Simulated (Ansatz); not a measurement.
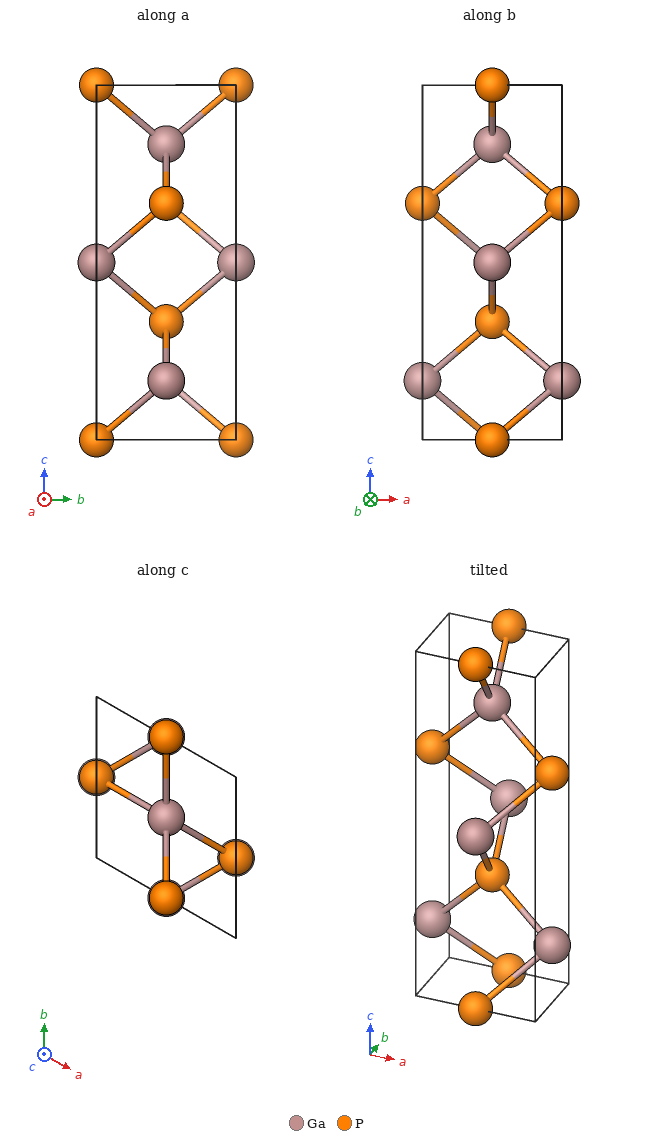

Ball-and-stick drawing of the structure, looking along the a axis, along the b axis, along the c axis and slightly off an axis. Lines trace the edges of the conventional unit cell.

Lattice parameters: a = 3.8994 Å, b = 3.8994 Å, c = 8.5858 Å, α = 90.000°, β = 90.000°, γ = 120.000°.

Set out the cell and atoms as a CIF with its space group and independent sites.

Answer.
```cif
data_structure
_symmetry_space_group_name_H-M 'P 62 2 2'
_symmetry_Int_Tables_number 180
_cell_length_a 3.8994
_cell_length_b 3.8994
_cell_length_c 8.5858
_cell_angle_alpha 90.000
_cell_angle_beta 90.000
_cell_angle_gamma 120.000
_cell_volume 113.06
loop_
_atom_site_label
_atom_site_type_symbol
_atom_site_symmetry_multiplicity
_atom_site_Wyckoff_symbol
_atom_site_fract_x
_atom_site_fract_y
_atom_site_fract_z
_atom_site_occupancy
Ga1 Ga 3 d 0.0000 0.5000 0.1667 1
P1 P 3 c 0.5000 0.5000 0.3333 1
```

The structure comes from a structure type filled with these elements by a generator (whether the compound takes this form wasn't checked). The final geometry of a relaxation with Ansatz, DFT PBE, scalar-relativistic, plane waves, PAW is shown.
